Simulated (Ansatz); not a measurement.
Structure (in its standard cell), the geometry relaxed with Ansatz 0.2.0, DFT, revPBE, plane waves (420 eV) with PAW, scalar-relativistic; the starting structure was generated, so it need not be a known form of this composition:

```
Ta
1.0
     5.33076    0.00000    0.00000
     0.00000    5.33076    0.00000
     0.00000    0.00000    5.33076
Ta
8
Direct
  0.00000 0.00000 0.00000
  0.50000 0.50000 0.50000
  0.25000 0.00000 0.50000
  0.75000 0.00000 0.50000
  0.50000 0.25000 0.00000
  0.50000 0.75000 0.00000
  0.00000 0.50000 0.25000
  0.00000 0.50000 0.75000
```

> What does the kinematic electron diffraction pattern along [111] look like at 80 kV (B = 0.5 Å²)?

The spots form a hexagonal net with both shortest vectors at d = 3.77 Å, 60.0° apart. They are 1 -1 0 (itself too weak to see) and 1 0 -1 (itself too weak to see). The pattern has symmetry 6mm. Reflections such as 0 1 -1, 1 -1 0, 1 0 -1 are allowed but too weak to see at this display level.

Strongest reflections with d > 1.16 Å, one of each family (|F|² from tabulated Gaussian fits of the electron scattering factors, times a small damping for the curvature of the Ewald sphere):

```
    hkl  d (Å)  I (strongest = 100)
2 -1 -1  2.176                  100
3 -1 -2  1.425                   44
```

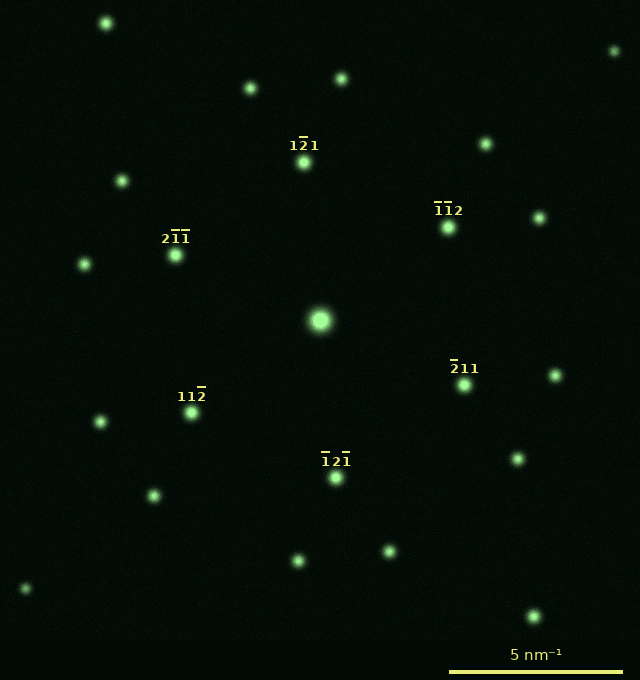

Calculated pattern, seen from the source side with [111] pointing towards the source.
